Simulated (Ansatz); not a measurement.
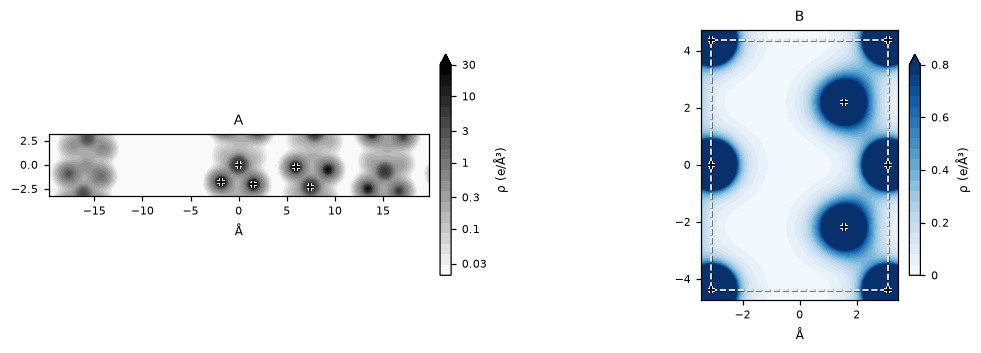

The valence electron density of 2 systems, each on a plane through atoms (crosses mark nuclei in the plane).

Computed with DFT PBE, scalar-relativistic, plane waves, PAW (Ansatz 0.2.0).

System 1: WSe2, the (111) plane of the conventional cell. Space group P1; a structure from a database of computed crystals, not necessarily the ambient phase; not relaxed (largest force 1.2 eV/Å); PAW files of the earlier set (soft_1).

System 2: InAs, the (101) plane of the conventional cell. Space group F-43m; PAW files of the earlier set (soft_1).

```
In As
1.0
     6.18680    0.00000    0.00000
     0.00000    0.00000   -6.18680
     0.00000    6.18680    0.00000
In As
4 4
Direct
  0.50000 0.50000 0.00000
  0.00000 0.50000 0.50000
  0.00000 0.00000 0.00000
  0.50000 0.00000 0.50000
  0.75000 0.75000 0.25000
  0.25000 0.75000 0.75000
  0.25000 0.25000 0.25000
  0.75000 0.25000 0.75000
```

Match each panel to its system.

Answer. Panel A is system 1, WSe2: the plane holds W and Se. W–Se (2.55 Å): ρ is about 0.54 e/Å³ halfway. Panel B is system 2, InAs: the plane holds In and As. In–As (2.68 Å): ρ is about 0.38 e/Å³ halfway.
